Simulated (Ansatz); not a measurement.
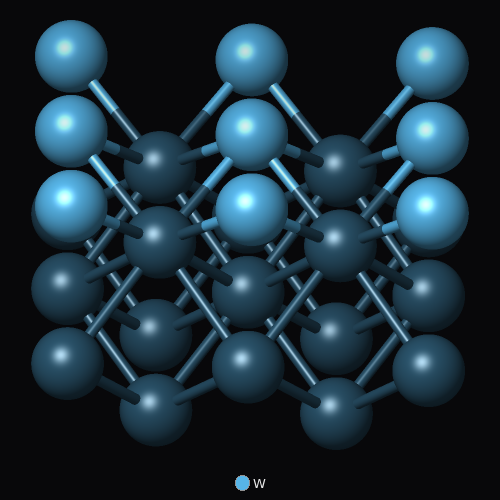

The system is Si on a W(100) slab cut from the Im-3m phase, its upper half relaxed before the scan (16 atoms of substrate and one adsorbate in a 2 × 2 cell); the picture shows it without the atoms that are moved over the map. Si is moved over the surface cell; relaxed at each place: the height of the adsorbate's atoms; substrate rigid; the origin of the map has the adsorbate above W13. Places are given modulo a cell vector. The map is drawn in real space over the plane of the surface. The scan uses an 8 × 8 grid; 15 points were computed and 49 follow by symmetry. Places are given in fractions of the 1 × 1 surface cell. All energies are given in eV relative to the lowest grid point. Level of theory: DFT PBE, scalar-relativistic, plane waves, PAW in Ansatz 0.2.0. Settings: cutoff 420 eV, k-mesh 4×4×1, gaussian smearing 0.1 eV, no spin polarisation.

Range: position of Si17 along the first surface vector from 0.000 to 0.875; position of Si17 along the second surface vector from 0.000 to 0.875.

Q: Predict the map.

A: The lowest grid point is at a fourfold hollow over a second-layer W atom, (4/8, 4/8) of the cell vectors. It is the only kind of minimum in the scanned range. The highest grid point, the top site over a surface W atom, (0/8, 0/8) of the cell vectors, lies 3.58 eV above the lowest. On the interpolated surface the easiest way out of the lowest well to its copy in the next cell or period passes a barrier of about 2.3 eV. At the lowest point the adsorbate has 5 W at 2.59 Å as nearest neighbours, at the highest 1 W at 2.36 Å. Its relaxed height above the top atom is 1.24 Å at the lowest and 2.36 Å at the highest point.

```
second ↓, first →   0/8   1/8   2/8   3/8   4/8   5/8   6/8   7/8
              7/8  3.52  3.45  3.18  2.58  2.11  2.58  3.18  3.45
              6/8  3.26  3.18  2.83  2.11  1.54  2.11  2.83  3.18
              5/8  2.72  2.58  2.11  1.20  0.57  1.20  2.11  2.58
              4/8  2.28  2.11  1.54  0.57  0.00  0.57  1.54  2.11
              3/8  2.72  2.58  2.11  1.20  0.57  1.20  2.11  2.58
              2/8  3.26  3.18  2.83  2.11  1.54  2.11  2.83  3.18
              1/8  3.52  3.45  3.18  2.58  2.11  2.58  3.18  3.45
              0/8  3.58  3.52  3.26  2.72  2.28  2.72  3.26  3.52
```

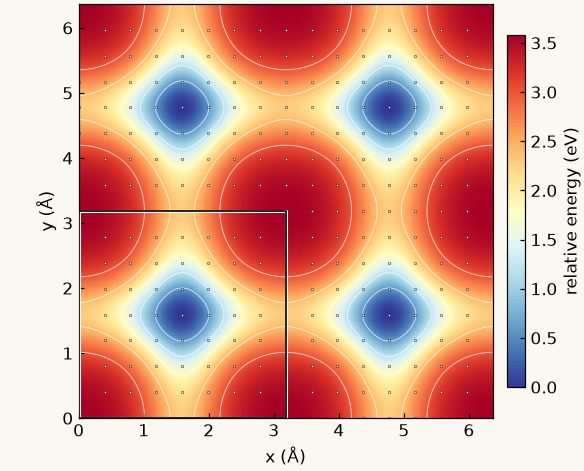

Drawn: a smooth colour map with a few white contour lines, dots at the grid points, the outline of one cell of the 2 × 2 shown. Between grid points the surface is interpolated.

Each point was launched as `ansatz run input.yaml --threads 4 --pin off --max-ram 12288MiB --backend cpu --events-out ev --progress --plain --runs-dir out`. Time for the 15 points that were run: 9.2 min on 4 threads of Intel(R) Xeon(R) 6975P-C (Granite Rapids) (shared host).

PAW datasets: the set soft_1.
